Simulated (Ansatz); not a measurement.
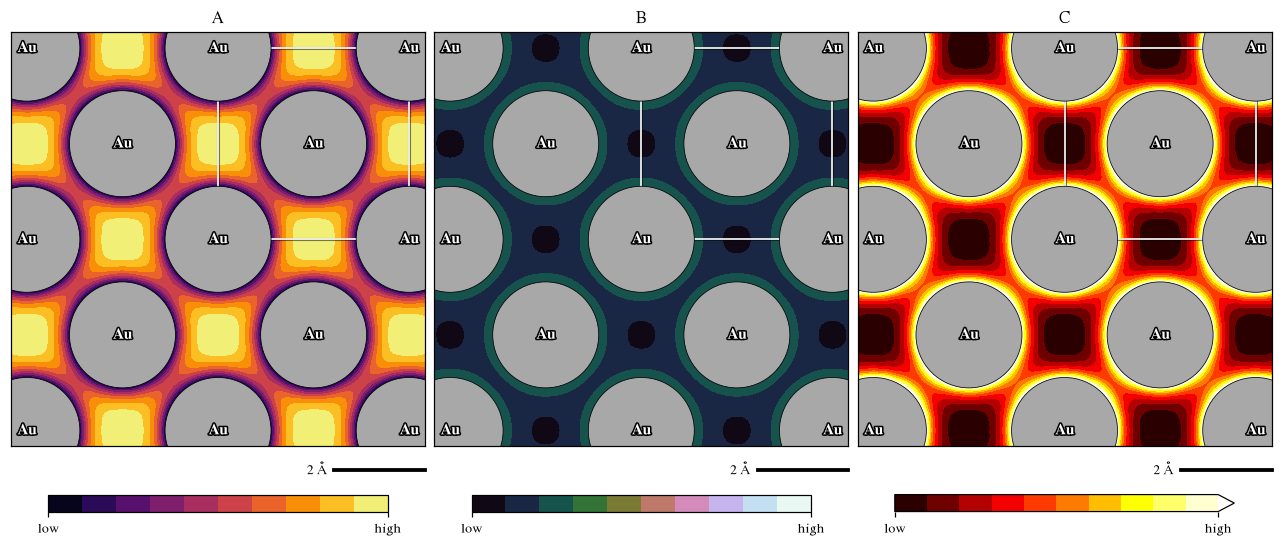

Au: 3 fields on the (100) plane of the conventional cell, with unlabelled colour scales. Grey discs cover the atomic cores.

Space group Fm-3m; changed on purpose from its base cell (strain +0.030 along x and y, +0.030 along z, atoms carried along); computed pressure about −8 GPa in this cell; computed without spin polarisation.

The calculation used Ansatz, DFT r2SCAN, scalar-relativistic, plane waves, PAW.

```
Au
1.0
     4.21373    0.00000    0.00000
     0.00000    4.21373    0.00000
     0.00000    0.00000    4.21373
Au
4
Direct
  0.00000 0.00000 0.00000
  0.50000 0.50000 0.00000
  0.50000 0.00000 0.50000
  0.00000 0.50000 0.50000
```

The panels show electron localisation function, electrostatic potential energy of an electron and valence pseudo-density in some order. Assign them.

Answer. Panel A: electrostatic potential energy of an electron (low next to the atoms, rising into the space between them). Panel B: electron localisation function. Panel C: valence pseudo-density. From the grid: Au–Au (2.98 Å): ρ is about 0.22 e/Å³ halfway; the ELF is about 0.20 at the midpoint; no localised pair shows between them.
